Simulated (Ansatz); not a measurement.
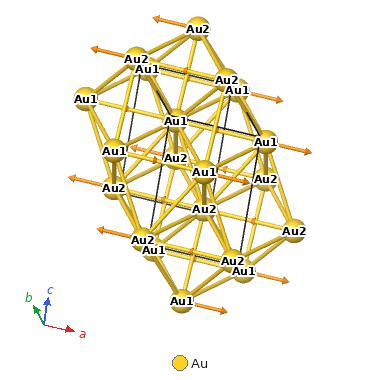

The system is Au (P6_3/mmc, No. 194; 2 atoms in the cell); the picture shows the reference structure; orange arrows give the pattern of the mode. The energy is mapped over a normal mode and a strain (zone-centre modes of the 2-atom cell of this scan) (x along [1 0 0], y along [1 2 0], z along [0 0 1] of the conventional cell). First axis: amplitude of mode 4 (39 cm⁻¹), largest displacement in the unstrained cell. Second axis: normal strain along x. Nothing is relaxed (the pattern is fixed in fractional coordinates). The grid has 5 × 5 points; 15 points were computed and 10 follow by symmetry. Points are written as (first, second). All energies are given in meV per cell relative to the lowest grid point. These are results of DFT PBEsol, scalar-relativistic, plane waves, PAW (Ansatz), not measurements. Settings: cutoff 420 eV, k-mesh 18×18×10 in the order of the run's cell vectors, gaussian smearing 0.15 eV, no spin polarisation.

Its coordinates:

```xyz
2
Lattice="2.8652 0.0000 0.0000 -1.4326 2.4813 0.0000 0.0000 0.0000 4.7906" Properties=species:S:1:pos:R:3 pbc="T T T"
Au    0.0000    1.6542    3.5929
Au    1.4326    0.8271    1.1976
```

Range: amplitude of mode 4 (39 cm⁻¹), largest displacement in the unstrained cell from −0.368 to 0.368 Å; normal strain along x from −7.0 to 7.0 %.

What landscape does the calculation give?

The lowest grid point is at (0.000 Å, 0.0 %). It is the only kind of minimum in the scanned range. The highest grid point, (−0.368 Å, −7.0 %), lies 334 meV above the lowest.

```
second ↓, first →  −0.368  −0.184  0.000  0.184  0.368
              7.0     264     125     88    125    264
              3.5     206      64     24     64    206
              0.0     182      42      0     42    182
             −3.5     209      73     30     73    209
             −7.0     334     204    161    204    334
```

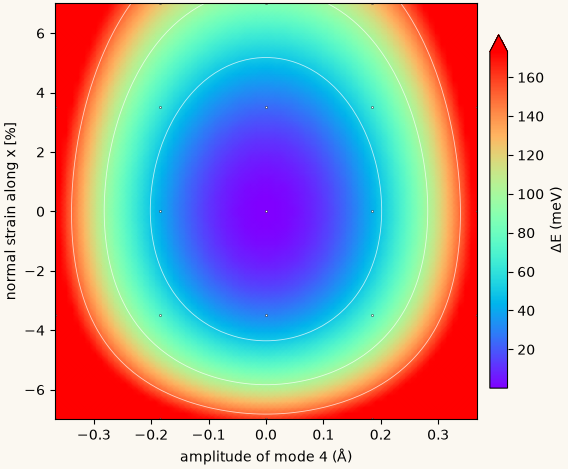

The picture shows a smooth colour map with a few white contour lines, dots at the grid points, one colour for all values above the top of the scale. Between grid points the surface is interpolated.

Time for the 15 points that were run: 5.7 min on 1 thread of Arm Neoverse V2, on a shared host.
